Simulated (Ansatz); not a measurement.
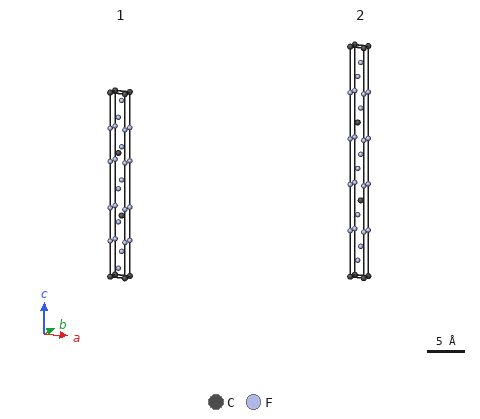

Two geometries of a crystal of CF$_{4}$ (built on the BaSr4-166 type type), drawn at one scale. One is the start of a relaxation, the other its converged end. Style: ball-and-stick. Shown: the conventional cell (3 times the calculation's cell), from a free direction. Lengths and directions refer to the drawn axes.

Computed with Ansatz, DFT, PBEsol, plane waves, PAW. Settings: plane-wave cutoff 420 eV; k-point mesh 10 × 10 × 10; occupations fermi dirac; smearing width 0.03 eV; no spin polarisation; cell and atoms relaxed; force threshold 0.01 eV/Å; at most 120 steps.

Question: Which of the two is the end point?

Answer: Structure 1 is the relaxed one. The energy falls by 952 meV per atom in 28 accepted moves (37 points after the start). The largest force component goes from 1.2 to 0.0016 eV/Å. The pressure goes from −14.78 to −0.01 GPa. At 9 points the geometry stayed and the basis and grid were re-selected for the new cell (energy shift of 10.0 meV per atom at most each time). The largest moves relative to the cell, 0.68 Å, are those of F atoms. C stays in place. The volume changes by −5.9 %, with a = b 2.586 → 2.805 Å (+8.4 %), c 31.808 → 25.459 Å (−20.0 %). The space group stays R-3m (No. 166).
